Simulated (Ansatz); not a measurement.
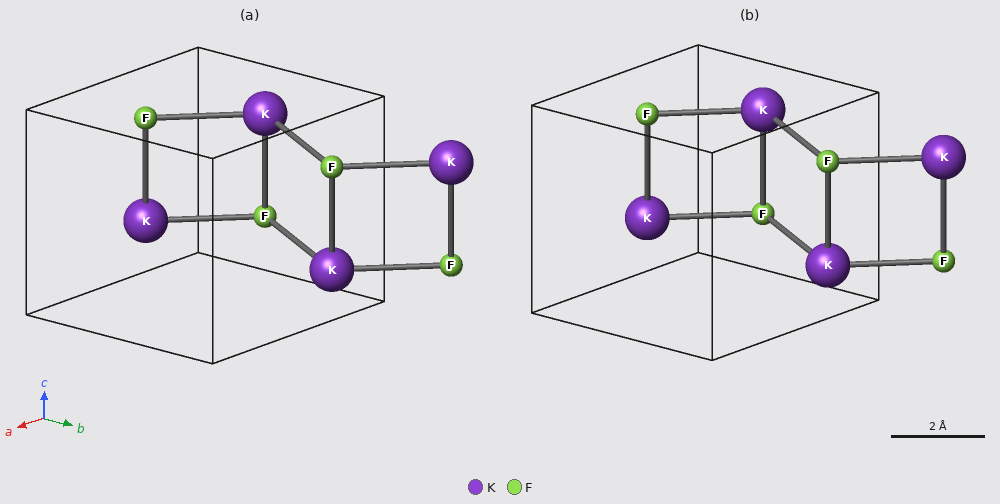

Left: solid KF (built on the wurtzite type) at its r2SCAN-relaxed geometry. Right: the same structure after one change, at the same scale. A ball-and-stick model of the cell of the calculation, repeated 1 × 2 × 1 with one cell outlined, seen from a free direction.

The calculation used DFT, HSE06, plane waves, PAW (Ansatz). (plane-wave cutoff 420 eV; k-point mesh 6 × 6 × 4; occupations fixed; no spin polarisation)

**What distinguishes the right structure from the left one?**

The cell is strained by +1.2 % along c and −3.0 % across it (volume −4.8 %). The atoms and the free axis were relaxed with r2SCAN under that strain, and this is a single point on that geometry.

**What does the change do?**

Energy change: +12.0 meV per atom. Pressure: 0.6 GPa before, 2.1 GPa after. The principal stresses (compression positive) are 0.9 GPa along c and 2.8 GPa across it. All forces vanish by symmetry. Some distances before and after: F–K 2.589 → 2.512 Å, F–K 2.636 → 2.666 Å. The space group stays P6_3/mmc (No. 194).
